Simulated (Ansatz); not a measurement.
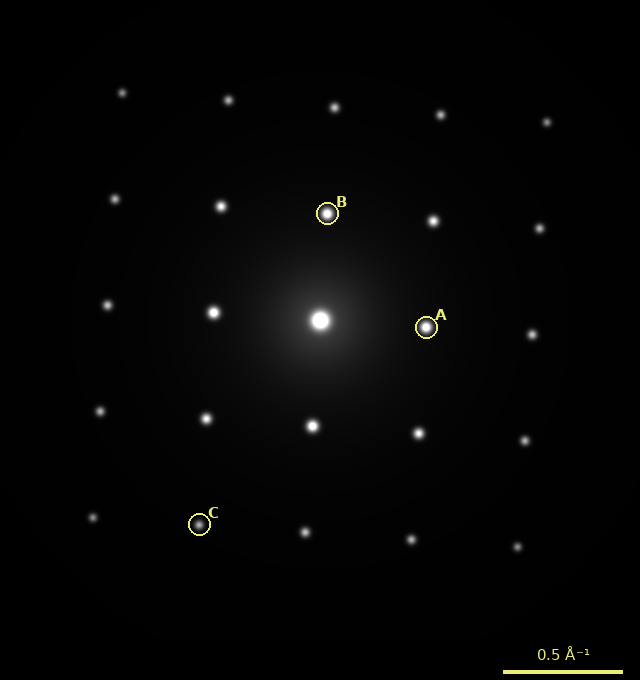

The pattern is a kinematic simulation for 120 kV electrons (no multiple scattering; isotropic B = 0.3 Å²). The zone axis points towards the electron source and the pattern is seen from the source side.

Crystal: Mo, space group Im-3m (No. 229), a = 3.150 Å. Structure: the input geometry of an electronic-structure calculation (not necessarily at equilibrium).

Spot A is indexed -1 -1 0 and spot B 1 -1 0.

What are the indices of the remaining marked spot?

Answer. C = −A − 2B = -1 3 0 (d = 0.996 Å).

Find the zone axis.

Answer. The cross product of A and B is parallel to [001]; every spot obeys hu + kv + lw = 0.

What are the spacings of A and B and the angle between them?

Answer. d(A) = 2.227 Å, d(B) = 2.227 Å, and the angle is 90.0°.
